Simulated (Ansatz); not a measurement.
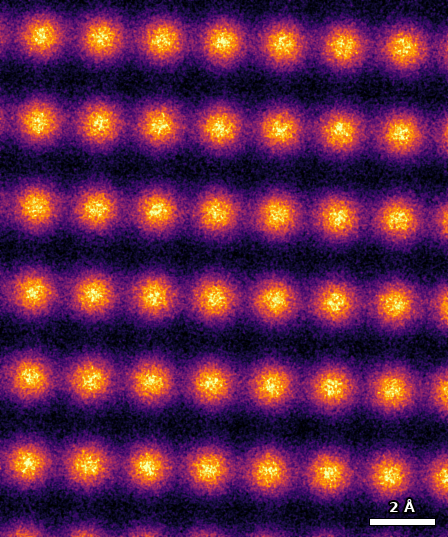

iDPC-like image of Ge (Pm-3m, No. 221). Simulated as the projected potential of neutral atoms (B = 0.8 Å²) blurred by a 0.87 Å probe, the thin-sample limit of integrated differential phase contrast. Shot noise was added. Model: the end point of a relaxation with DFT, PBEsol, plane waves (420 eV) with PAW, scalar-relativistic in Ansatz; the starting structure was generated, so it need not be a known form of this composition.

```xyz
1
Lattice="2.6686 0.0000 0.0000 0.0000 2.6686 0.0000 0.0000 0.0000 2.6686" Properties=species:S:1:pos:R:3 pbc="T T T"
Ge    0.0000    0.0000    0.0000
```

> Which beam direction gives this image, [110], [001], [210] or [211]? (Directions equivalent by symmetry count as one.)

[110]. The projected cells are 1.89 × 2.67 Å, 90° for [110]; 2.67 × 2.67 Å, 90° for [001]; 1.19 × 2.67 Å, 90° for [210]; 1.54 × 1.89 Å, 90° for [211], and the image repeats as the [110] one does.
